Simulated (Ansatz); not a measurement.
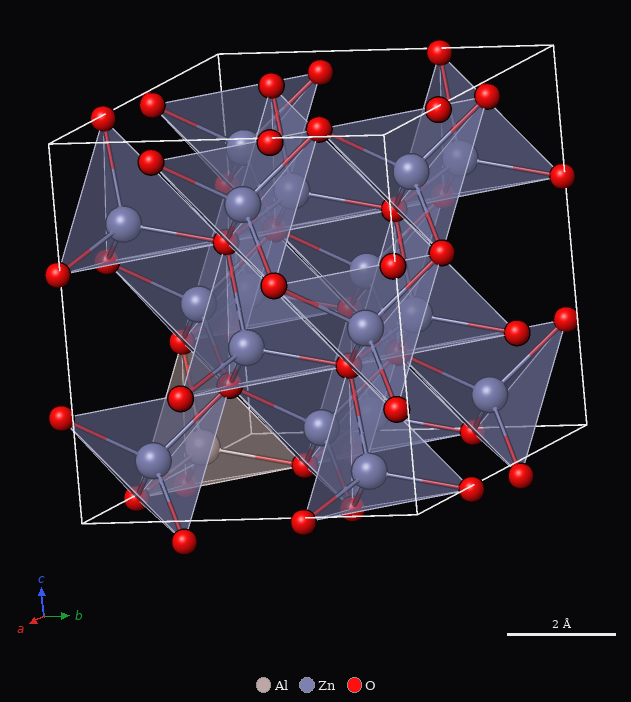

**Figure 1.** The starting structure (polyhedral view of the cell of the calculation, seen slightly off an axis; polyhedra are completed across the faces of the cell).

## Geometry relaxation, with input and output: AlZn$_{17}$O$_{18}$ (part 1 of 4)

- system: AlZn$_{17}$O$_{18}$ (defect cell, 36 atoms in the cell)
- method: DFT PBE, scalar-relativistic, plane waves, PAW, spin-polarised (Ansatz 0.2.0)

The structure derives from a Materials Project entry. It belongs to a series of runs on one base structure; here: Al_Zn, charge +0, atoms relaxed at the host's cell.

The program's output:
```
Engine: ansatz 0.2.0, aarch64-unknown-linux-gnu
Pseudopotentials: kind: paw
Pseudopotential: Al, paw, valence charge 3, recommended cutoff 420 eV (normal), Al.paw.azcp
Pseudopotential: Zn, paw, valence charge 12, recommended cutoff 420 eV (normal), Zn.paw.azcp
Pseudopotential: O, paw, valence charge 6, recommended cutoff 420 eV (normal), O.paw.azcp
Functional definition: PBE
  parameter kappa = 0.804
  parameter beta = 0.06672455060314922
  exchange = pbe_x(kappa = kappa, mu = beta*pi^2/3)
  correlation = pbe_c(beta = beta)
Crystal: 36 atoms, lattice volume = 443.685 Å³
Basis set: ecut = 420 eV, 8645 PW (Γ), exchange–correlation on 108×108×108 points (8 copies of the dense FFT grid, shifted against one another)
Bands: 194, of which v1, the nominal top of the filled ones, is band 158 counted from 1 (157 counted from 0)
Symmetry: 6 space group operations
Space group: R3m (ITA 160), of the structure as read, at distance tolerance 7.6e-5 Å
Magnetic group: BNS 160.65 (UNI 1295), of the structure as read, at distance tolerance 7.6e-5 Å
k-points: 2 of 8 (time reversal used)
Non-local potential: Al, projectors of the file, l = 0: 2, l = 1: 2, l = 2: 1
Non-local potential: Zn, projectors of the file, l = 0: 2, l = 1: 2, l = 2: 3, l = 3: 1
Non-local potential: O, projectors of the file, l = 0: 2, l = 1: 2, l = 2: 1
PAW form: soft (Blöchl's): semilocal exchange-correlation on the pseudo side does not see the compensation charge
PAW one-centre angular grid: Al, 110 points (default); XC on 64 Gauss nodes
PAW one-centre angular grid: Zn, 590 points (default); XC on 64 Gauss nodes
PAW one-centre angular grid: O, 110 points (default); XC on 64 Gauss nodes
Initial density: superposition of atomic densities (chi_scale 0.1, normalization cell, long waves kept (reshape's long-wave potential 0.21 eV rms))
Starting moments: Σ|m| = 1 μB on 5 of 36 sites
Initial wavefunctions: pseudopotential atomic-orbital guess
Functional: x = pbe(κ = 0.804, μ = 0.2195149727645171), c = pbe(β = 0.06672455060314922)
SCF iter   1: F=—  HF=-67192.502817 eV  |F-HF|=—  |Δ(HF+E_count)|=         —  Δρ=5.04e-2 (↑5.04e-2 ↓4.99e-2)  dr2=2.60e1  dr2_m=9.25e-2  M=0.482 μB ∫|m|=0.513 μB  β_m=0.30  ethr=3.10e-3  ⟨swp⟩=5.5  Hψ=2754  notcnv=0  defer=11
preconditioner: auto → Resta (q_TF=auto, 2.577 Å⁻¹)  ε∞=6.1  [insulator: Δε(μ)=0.038 eV  Ē_g=13.795 eV  σ=0.020 eV  W_gap=0.64  n_scr=130 (ndim 8)  ℏωp=31.3 eV  f_vac=0.000  D(μ)=21.16/eV (n_scr^D=196)  ε∞_Penn≈6.1]
spin=Collinear: Resta preconditioning applied to the charge; magnetization (m = ρ↑ − ρ↓) channel mixes plain (no charge-response kernel on spin).
SCF iter   2: F=—  HF=-67186.244025 eV  |F-HF|=—  |Δ(HF+E_count)|=    6.26e0  Δρ=2.69e-2 (↑2.69e-2 ↓2.68e-2)  dr2=8.81e0  dr2_m=5.21e-2  M=0.480 μB ∫|m|=0.501 μB  β_m=0.30  ethr=3.10e-3  ⟨swp⟩=2.0  Hψ=1478  notcnv=0  defer=122
SCF iter   3: F=—  HF=-67183.715834 eV  |F-HF|=—  |Δ(HF+E_count)|=    2.53e0  Δρ=7.59e-3 (↑7.15e-3 ↓7.59e-3)  dr2=1.01e0  dr2_m=2.86e-2  M=0.484 μB ∫|m|=0.496 μB  β_m=0.30  ethr=2.80e-3  ⟨swp⟩=2.0  Hψ=1211  notcnv=0  defer=122
SCF iter   4: F=—  HF=-67183.270887 eV  |F-HF|=—  |Δ(HF+E_count)|=   4.45e-1  Δρ=3.60e-3 (↑3.60e-3 ↓3.48e-3)  dr2=9.11e-2  dr2_m=1.57e-2  M=0.486 μB ∫|m|=0.495 μB  β_m=0.30  ethr=3.21e-4  ⟨swp⟩=2.2  Hψ=1417  notcnv=0  defer=122
SCF iter   5: F=—  HF=-67183.363068 eV  |F-HF|=—  |Δ(HF+E_count)|=   9.22e-2  Δρ=3.77e-3 (↑3.77e-3 ↓3.70e-3)  dr2=8.80e-2  dr2_m=8.90e-3  M=0.486 μB ∫|m|=0.495 μB  β_m=0.30  ethr=2.89e-5  ⟨swp⟩=2.0  Hψ=1298  notcnv=0  defer=122
SCF iter   6: F=—  HF=-67183.362080 eV  |F-HF|=—  |Δ(HF+E_count)|=   9.88e-4  Δρ=1.50e-3 (↑1.50e-3 ↓1.42e-3)  dr2=9.11e-3  dr2_m=5.16e-3  M=0.485 μB ∫|m|=0.495 μB  β_m=0.30  ethr=2.79e-5  ⟨swp⟩=2.0  Hψ=679  notcnv=0  defer=122
SCF iter   7: F=—  HF=-67183.352802 eV  |F-HF|=—  |Δ(HF+E_count)|=   9.28e-3  Δρ=9.42e-4 (↑8.98e-4 ↓9.42e-4)  dr2=8.51e-4  dr2_m=3.02e-3  M=0.484 μB ∫|m|=0.495 μB  β_m=0.30  ethr=2.89e-6  ⟨swp⟩=2.0  Hψ=1236  notcnv=0  defer=122
Mixer restart at iter 7: flushing history
spin-set hold released at iteration 7 (site moments contracting): the magnetisation degrees of freedom join the quasi-Newton model from the next iteration; the mixer history was flushed
SCF iter   8: F=—  HF=-67183.355468 eV  |F-HF|=—  |Δ(HF+E_count)|=   2.67e-3  Δρ=7.26e-4 (↑7.07e-4 ↓7.26e-4)  dr2=4.65e-4  dr2_m=1.77e-3  M=0.485 μB ∫|m|=0.496 μB  β_m=0.65  ethr=2.70e-7  ⟨swp⟩=2.0  Hψ=1220  notcnv=0  defer=122
SCF iter   9: F=—  HF=-67183.359693 eV  |F-HF|=—  |Δ(HF+E_count)|=   4.22e-3  Δρ=1.38e-4 (↑1.03e-4 ↓1.38e-4)  dr2=9.62e-5  dr2_m=2.56e-5  M=0.487 μB ∫|m|=0.501 μB  β_m=0.59  ethr=1.48e-7  ⟨swp⟩=2.5  Hψ=1290  notcnv=0  defer=122
SCF iter  10: F=—  HF=-67183.359518 eV  |F-HF|=—  |Δ(HF+E_count)|=   1.74e-4  Δρ=7.72e-5 (↑6.84e-5 ↓7.72e-5)  dr2=8.15e-5  dr2_m=2.16e-6  M=0.488 μB ∫|m|=0.502 μB  β_m=0.65  ethr=7.14e-9  ⟨swp⟩=17.8  Hψ=9202  notcnv=0
iter 11 did not close the SCF: its close was put off for a magnetic moment that had not settled (scf_convergence_deferred on its scf_iter line)
SCF iter  11: F=-67183.359526 eV  HF=-67183.359520 eV  |F-HF|=5.19e-6  |Δ(HF+E_count)|=   2.15e-6  Δρ=2.62e-5 (↑2.62e-5 ↓2.03e-5)  dr2=9.04e-6  dr2_m=7.66e-7  M=0.488 μB ∫|m|=0.503 μB  β_m=0.83  ethr=7.14e-9  ⟨swp⟩=8.5  Hψ=6194  notcnv=0
iter 12 did not close the SCF: its close was put off for a magnetic moment that had not settled (scf_convergence_deferred on its scf_iter line)
SCF iter  12: F=-67183.359527 eV  HF=-67183.359529 eV  |F-HF|=2.06e-6  |Δ(HF+E_count)|=   8.83e-6  Δρ=2.35e-5 (↑1.80e-5 ↓2.35e-5)  dr2=5.42e-6  dr2_m=1.29e-7  M=0.489 μB ∫|m|=0.503 μB  β_m=0.77  ethr=2.87e-9  ⟨swp⟩=8.0  Hψ=6026  notcnv=0
SCF iter  13: F=-67183.359530 eV  HF=-67183.359530 eV  |F-HF|=1.17e-7  |Δ(HF+E_count)|=   7.91e-7  Δρ=3.61e-6 (↑3.30e-6 ↓3.61e-6)  dr2=2.17e-7  dr2_m=1.27e-9  M=0.489 μB ∫|m|=0.503 μB  ethr=1.72e-9  ⟨swp⟩=7.5  Hψ=5875  notcnv=0
SCF 1 converged in 13 iterations: F = -67183.359530 eV  dr2 = 2.17e-7
  greatest PAW one-centre occupation: 0.987 electrons in one spin orbital (limit 2), on the Zn atom at site 14 (counted from 0), in its partial waves of l = 2
relax step   1: F+E_penalty+E_count = -67183.35953022 eV  Δ(F+E_penalty+E_count) = +0.000e0 eV  max|allowed force component| = 2.526e0 eV/Å  Δτ_max = 0.0000 Å  (13 SCF iters, dr2 threshold 2.25e-5 eV, accepted)
Initial density: handed on by an earlier stage of this run
Starting moments: Σ|m| = 1 μB on 5 of 36 sites; this step starts from the density that it was given
Initial wavefunctions: those handed on with the density
iter 1 solved again at ethr=9.83e-6 eV; its pass at ethr=3.10e-3 eV (dr2=3.10e-2 eV) is discarded
SCF iter   1: F=—  HF=-67184.056730 eV  |F-HF|=—  |Δ(HF+E_count)|=         —  Δρ=2.26e-3 (↑2.26e-3 ↓1.71e-3)  dr2=3.08e-2  dr2_m=3.35e-3  M=0.485 μB ∫|m|=0.505 μB  β_m=0.30  ethr=9.83e-6  ⟨swp⟩=2.0  Hψ=3230  notcnv=0  defer=122
preconditioner: auto → Resta (q_TF=auto, 2.577 Å⁻¹)  ε∞=7.3  [insulator: Δε(μ)=0.039 eV  Ē_g=12.464 eV  σ=0.020 eV  W_gap=0.65  n_scr=130 (ndim 8)  ℏωp=31.3 eV  f_vac=0.029  D(μ)=20.91/eV (n_scr^D=196)  ε∞_Penn≈7.3]
spin=Collinear: Resta preconditioning applied to the charge; magnetization (m = ρ↑ − ρ↓) channel mixes plain (no charge-response kernel on spin).
SCF iter   2: F=—  HF=-67184.054695 eV  |F-HF|=—  |Δ(HF+E_count)|=   2.04e-3  Δρ=1.58e-3 (↑1.58e-3 ↓1.13e-3)  dr2=1.35e-2  dr2_m=1.85e-3  M=0.484 μB ∫|m|=0.502 μB  β_m=0.57  ethr=9.78e-6  ⟨swp⟩=2.0  Hψ=1036  notcnv=0  defer=122
SCF iter   3: F=—  HF=-67184.055024 eV  |F-HF|=—  |Δ(HF+E_count)|=   3.30e-4  Δρ=3.88e-4 (↑3.88e-4 ↓3.59e-4)  dr2=2.01e-3  dr2_m=1.13e-4  M=0.481 μB ∫|m|=0.498 μB  β_m=0.57  ethr=4.27e-6  ⟨swp⟩=2.0  Hψ=1308  notcnv=0  defer=122
SCF iter   4: F=—  HF=-67184.054933 eV  |F-HF|=—  |Δ(HF+E_count)|=   9.14e-5  Δρ=8.79e-5 (↑8.40e-5 ↓8.79e-5)  dr2=1.83e-4  dr2_m=8.83e-7  M=0.480 μB ∫|m|=0.496 μB  β_m=0.79  ethr=6.37e-7  ⟨swp⟩=2.0  Hψ=1285  notcnv=0  defer=122
SCF iter   5: F=-67184.054867 eV  HF=-67184.054928 eV  |F-HF|=6.07e-5  |Δ(HF+E_count)|=   5.08e-6  Δρ=5.71e-5 (↑5.63e-5 ↓5.71e-5)  dr2=4.68e-5  dr2_m=1.65e-7  M=0.479 μB ∫|m|=0.496 μB  ethr=3.17e-8  ⟨swp⟩=14.0  Hψ=7147  notcnv=0
SCF 2 converged in 5 iterations: F = -67184.054867 eV  dr2 = 4.68e-5
[... from here on the iterations of each SCF are left out, up to the last one ...]
relax step   2: F+E_penalty+E_count = -67184.05486703 eV  Δ(F+E_penalty+E_count) = -6.953e-1 eV  max|allowed force component| = 1.773e0 eV/Å  Δτ_max = 0.0873 Å  (5 SCF iters, dr2 threshold 1.00e-4 eV, accepted)
preconditioner: auto → Resta (q_TF=auto, 2.577 Å⁻¹)  ε∞=7.3  [insulator: Δε(μ)=0.035 eV  Ē_g=12.487 eV  σ=0.020 eV  W_gap=0.63  n_scr=130 (ndim 8)  ℏωp=31.3 eV  f_vac=0.030  D(μ)=22.13/eV (n_scr^D=202)  ε∞_Penn≈7.3]
spin=Collinear: Resta preconditioning applied to the charge; magnetization (m = ρ↑ − ρ↓) channel mixes plain (no charge-response kernel on spin).
SCF 3 converged in 7 iterations: F = -67184.260748 eV  dr2 = 1.56e-5
relax step   3: F+E_penalty+E_count = -67184.26074789 eV  Δ(F+E_penalty+E_count) = -2.059e-1 eV  max|allowed force component| = 1.959e0 eV/Å  Δτ_max = 0.1820 Å  (7 SCF iters, dr2 threshold 1.00e-4 eV, accepted)
preconditioner: auto → Resta (q_TF=auto, 2.577 Å⁻¹)  ε∞=7.2  [insulator: Δε(μ)=0.039 eV  Ē_g=12.520 eV  σ=0.020 eV  W_gap=0.65  n_scr=130 (ndim 8)  ℏωp=31.3 eV  f_vac=0.030  D(μ)=20.93/eV (n_scr^D=196)  ε∞_Penn≈7.2]
spin=Collinear: Resta preconditioning applied to the charge; magnetization (m = ρ↑ − ρ↓) channel mixes plain (no charge-response kernel on spin).
SCF 4 converged in 6 iterations: F = -67184.484346 eV  dr2 = 9.58e-6
relax step   4: F+E_penalty+E_count = -67184.48434615 eV  Δ(F+E_penalty+E_count) = -2.236e-1 eV  max|allowed force component| = 1.334e-1 eV/Å  Δτ_max = 0.0853 Å  (6 SCF iters, dr2 threshold 1.00e-4 eV, accepted)
preconditioner: auto → Resta (q_TF=auto, 2.577 Å⁻¹)  ε∞=7.3  [insulator: Δε(μ)=0.037 eV  Ē_g=12.502 eV  σ=0.020 eV  W_gap=0.64  n_scr=130 (ndim 8)  ℏωp=31.3 eV  f_vac=0.030  D(μ)=21.46/eV (n_scr^D=196)  ε∞_Penn≈7.3]
spin=Collinear: Resta preconditioning applied to the charge; magnetization (m = ρ↑ − ρ↓) channel mixes plain (no charge-response kernel on spin).
SCF 5 converged in 6 iterations: F = -67184.488183 eV  dr2 = 3.58e-7
relax step   5: F+E_penalty+E_count = -67184.48818344 eV  Δ(F+E_penalty+E_count) = -3.837e-3 eV  max|allowed force component| = 1.057e-2 eV/Å  Δτ_max = 0.0072 Å  (6 SCF iters, dr2 threshold 1.11e-6 eV, accepted)
iter 1 solved again at ethr=1.14e-10 eV; its pass at ethr=3.10e-3 eV (dr2=3.59e-7 eV) is discarded
SCF iter   1: F=—  HF=-67184.488184 eV  |F-HF|=—  |Δ(HF+E_count)|=         —  Δρ=4.12e-6 (↑4.05e-6 ↓4.12e-6)  dr2=3.59e-7  dr2_m=1.46e-10  M=0.480 μB ∫|m|=0.498 μB  β_m=0.30  ethr=1.14e-10  ⟨swp⟩=1.0  Hψ=1824  notcnv=0
preconditioner: auto → Resta (q_TF=auto, 2.577 Å⁻¹)  ε∞=7.3  [insulator: Δε(μ)=0.037 eV  Ē_g=12.502 eV  σ=0.020 eV  W_gap=0.64  n_scr=130 (ndim 8)  ℏωp=31.3 eV  f_vac=0.030  D(μ)=21.41/eV (n_scr^D=196)  ε∞_Penn≈7.3]
spin=Collinear: Resta preconditioning applied to the charge; magnetization (m = ρ↑ − ρ↓) channel mixes plain (no charge-response kernel on spin).
SCF iter   2: F=—  HF=-67184.488184 eV  |F-HF|=—  |Δ(HF+E_count)|=   8.67e-9  Δρ=2.74e-6 (↑2.70e-6 ↓2.74e-6)  dr2=2.26e-7  dr2_m=8.73e-11  M=0.480 μB ∫|m|=0.498 μB  β_m=0.51  ethr=1.14e-10  ⟨swp⟩=2.5  Hψ=1071  notcnv=0
SCF iter   3: F=-67184.488184 eV  HF=-67184.488184 eV  |F-HF|=7.31e-9  |Δ(HF+E_count)|=   3.56e-8  Δρ=1.60e-6 (↑1.58e-6 ↓1.60e-6)  dr2=7.78e-8  dr2_m=1.89e-11  M=0.480 μB ∫|m|=0.498 μB  ethr=3.17e-11  ⟨swp⟩=6.2  Hψ=4311  notcnv=0
SCF 6 converged in 3 iterations: F = -67184.488184 eV  dr2 = 7.78e-8
  greatest PAW one-centre occupation: 0.987 electrons in one spin orbital (limit 2), on the Zn atom at site 11 (counted from 0), in its partial waves of l = 2
relax step   6: F+E_penalty+E_count = -67184.48818355 eV  Δ(F+E_penalty+E_count) = -1.063e-7 eV  max|allowed force component| = 1.058e-2 eV/Å  Δτ_max = 0.0000 Å  (3 SCF iters, accepted)
```

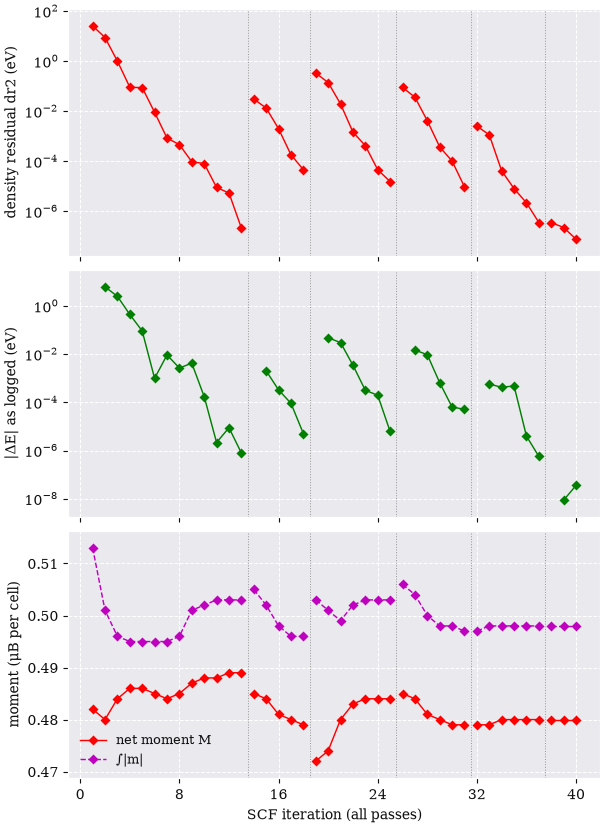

**Figure 2.** Convergence of the self-consistent field: density residual dr2, size of the energy change and magnetic moment against the SCF iteration. The dotted lines part the SCF passes of the relaxation: geometry steps, rejected trials and re-solves on a re-selected basis. The 6 passes take 3 to 13 iterations each, 40 in all. The net moment stays at 0.5 μB per cell.

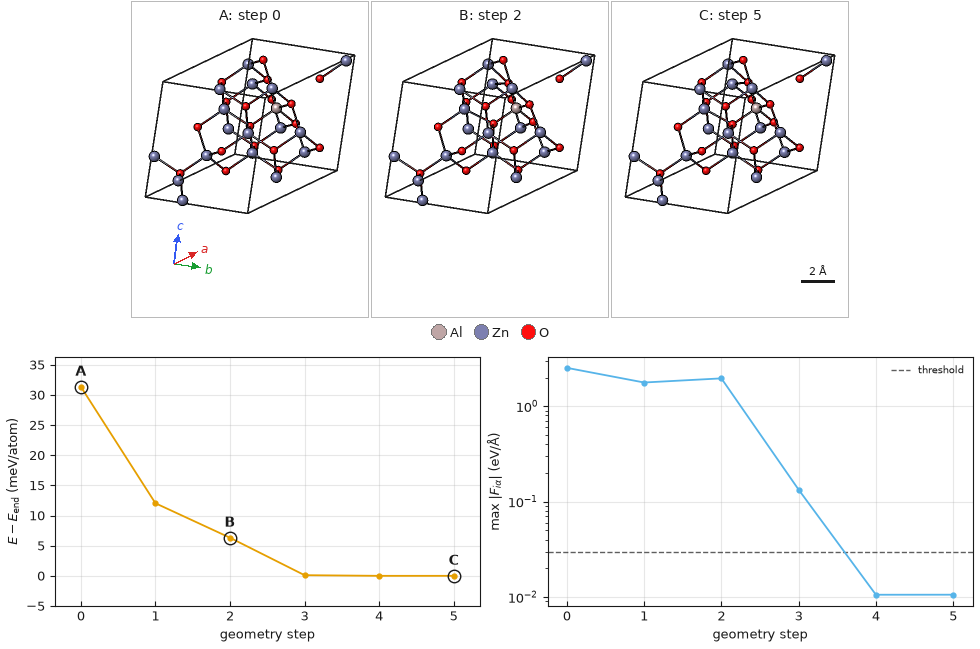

**Figure 3.** Frames of the relaxation (ball-and-stick view of the cell of the calculation (origin shifted), seen at an oblique angle) above the curves, on which the letters mark them (the first geometry is step 0 here and step 1 in the log).

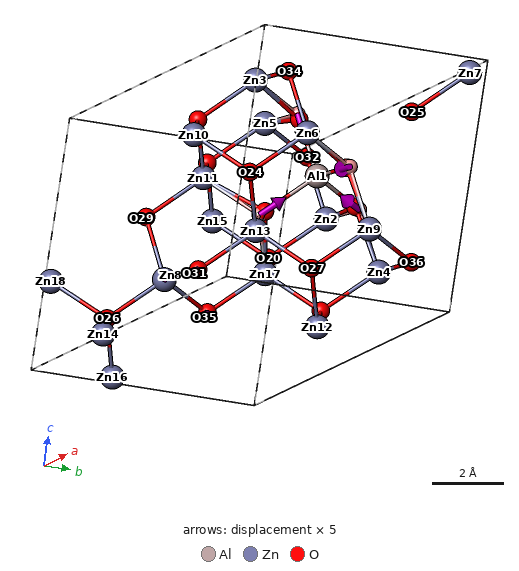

**Figure 4.** Start (faint) and end (solid) with the displacements as pink arrows, magnified 5 times (ball-and-stick view of the cell of the calculation (origin shifted), seen at an oblique angle). The largest move is that of O19, 0.19 Å. By element the largest moves are O 0.19 Å, Zn 0.02 Å. Al stays in place. The cell stays as it was. Among the contacts that change: Al1–O19 2.007 → 1.814 Å, Al1–O28 1.999 → 1.815 Å, Zn2–O28 1.999 → 2.079 Å, Zn10–O28 2.007 → 2.080 Å. Among the angles that change: Zn2–O28–Zn4 110.3° → 105.0°, Zn2–O28–Zn10 108.7° → 103.8°, Al1–O28–Zn2 110.3° → 114.9°. After 5 geometry steps the energy has fallen by 31.4 meV per atom. Largest force component: 2.5 eV/Å at the start, 0.011 eV/Å at the end. (Atoms are counted from 1 in the order of the input.)

```
SCF converged after 3 iterations
Magnetization: 0.4798 μB (157.7399 up, 157.2601 down)
Absolute magnetization: 0.4910 μB (∫|ρ↑−ρ↓|, with the PAW one-centre terms)
Spin contamination: 0.0001 ħ² per cell (⟨S²⟩ above its minimum at these occupations)
Per-site moments (μB) at R_I (Å): [(0.0011382539694403486, 0.7484518871692323), (0.0022516675433276808, 0.8206573476435948), (0.0022516675433279067, 0.8206573476435951), (0.0022516675433274474, 0.8206573476435949), (0.0022516675433277788, 0.820657347643595), (0.0022516675433277406, 0.820657347643594), (0.0019623825557915343, 0.8265787871820298), (0.0019892335618738044, 0.8216520356273253), (0.0022516675433278035, 0.8206573476435955), (0.0019536544766669954, 0.8196906546414983), (0.0021353458647457354, 0.8209137746171505), (0.0019536544766671038, 0.8196906546414982), (0.002135345864745697, 0.8209137746171501), (0.0019424881634094175, 0.8233827768254353), (0.00195365447666703, 0.8196906546414987), (0.0019424881634093163, 0.8233827768254347), (0.002135345864745825, 0.8209137746171501), (0.001942488163409176, 0.8233827768254343), (0.008811765670559841, 0.7484518871692323), (0.00976573487817641, 0.8209137746171512), (0.009765734878176582, 0.8209137746171506), (0.009765734878176368, 0.8209137746171501), (0.009765734878176424, 0.8209137746171505), (0.009765734878176488, 0.8209137746171508), (0.009450026654400468, 0.8196906546414982), (0.009940950893587921, 0.8216520356273253), (0.009765734878176283, 0.8209137746171501), (0.008617290530279287, 0.7488773237247559), (0.01041617348164864, 0.8252111020656404), (0.008617290530279409, 0.7488773237247565), (0.01041617348164874, 0.825211102065641), (0.010026159397331296, 0.8206573476435948), (0.008617290530279442, 0.7488773237247562), (0.01002615939733154, 0.820657347643594), (0.010416173481648581, 0.8252111020656402), (0.010026159397331258, 0.8206573476435949)]
Free energy (F): -67184.488184 eV
Harris-Foulkes:  -67184.488184 eV  (|F-HF|=7.31e-9)
Internal energy: -67184.483902 eV  (E = F + TS)
E sigma→0 (E₀):  -67184.486043 eV
Entropy (-TS):   -0.004282 eV (-0.119 meV/atom)
Fermi energy:    8.808609 eV
--- Per-component energies (eV) ---
  E_band       = 406.067431
  E_kinetic    = 5387.788207
  E_local      = -35363.175537  (includes V_loc(G=0)·N_el)
  E_nonlocal   = 11403.458890
  E_hartree    = 14537.835070
  E_xc         = -3679.310324
  E_vxc        = -2581.463622  (∫ρ·V_xc dr)
  E_paw        = -34459.312098  (= ΣΔE_a)
  E_vpaw       = -7516.245782  (= ΣTr[D̂ρ^β])
  E_aug_tail   = 0.037602  (compensation charges beyond the density's cutoff)
  E_ewald      = -25011.805712
  E_smearing   = -0.004282  (= −TS)
  E_closure    = -0.000000  (closes the sum)
  Σ components = -67184.488184   (vs F -67184.488184, Δ=0.00e0)
```
